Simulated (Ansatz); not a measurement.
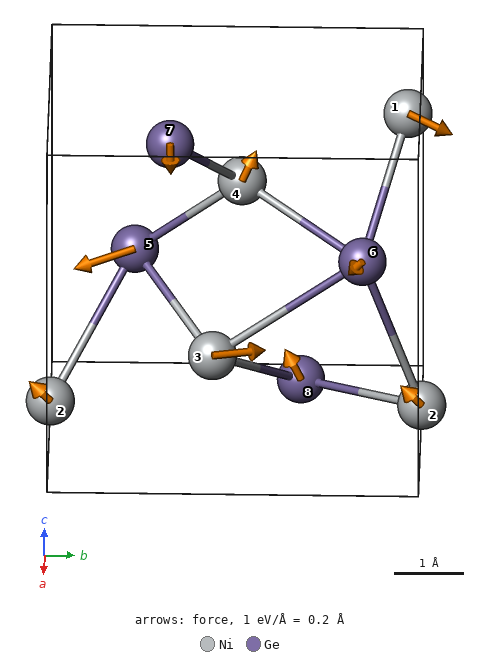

Starting geometry of a crystal of NiGe (set up in P1) with the computed forces as orange arrows. The picture is a ball-and-stick view of the cell of the calculation, reduced to other axes, seen from a free direction. Lengths and directions refer to the drawn axes.

Case: all atoms moved at random, sigma 0.15 Å for each component; relaxed back.

Computed with Ansatz 0.2.0, DFT PBE, scalar-relativistic, plane waves, PAW. Set-up: plane-wave cutoff 420 eV; k-point mesh 6 × 10 × 6; occupations gaussian; smearing width 0.15 eV; no spin polarisation; cell and atoms relaxed; force threshold 0.01 eV/Å; at most 80 steps.

What follows when this structure is relaxed?

Answer. It isn't relaxed: the largest force vector, on Ge5, is 4.81 eV/Å. The final displacements follow the starting forces only in part (cosine between the two patterns 0.82). The atom that moves furthest relative to the cell is Ni1 (0.31 Å along [3 3 −1]). By element the largest moves are Ni 0.31 Å, Ge 0.23 Å. The drawn cell changes at constant volume: a 3.481 → 3.473 Å (−0.2 %), b 5.397 → 5.416 Å (+0.4 %), c 5.846 → 5.838 Å (−0.1 %). Near-neighbour distances that change, for instance: Ni3–Ge5 2.075 → 2.469 Å, Ni1–Ge7 2.852 → 2.469 Å, Ni3–Ge6 2.694 → 2.355 Å, Ni4–Ge7 2.719 → 2.415 Å. Among the angles between lasting bonds that change: Ge5–Ni3–Ge5 105.5° → 89.4°, Ge6–Ni3–Ge7 141.5° → 156.6°, Ge6–Ni1–Ge7 144.1° → 158.4°. The space group (tolerance 0.01 Å) goes from P1 (No. 1) to Pnma (No. 62). After 4 accepted moves (5 points after the start) the energy has fallen by 310 meV per atom. Largest force component: 4.5 eV/Å at the start, 0.0034 eV/Å at the end. The pressure goes from 11.34 to −0.03 GPa. The SCF was repeated once at an unchanged geometry on a basis and grid sized afresh for the cell, which shifted the energy by less than 0.05 meV per atom at most. The run took 9.1 min on 2 threads of Arm Neoverse V2 (shared host), peak memory 1.3 GiB.
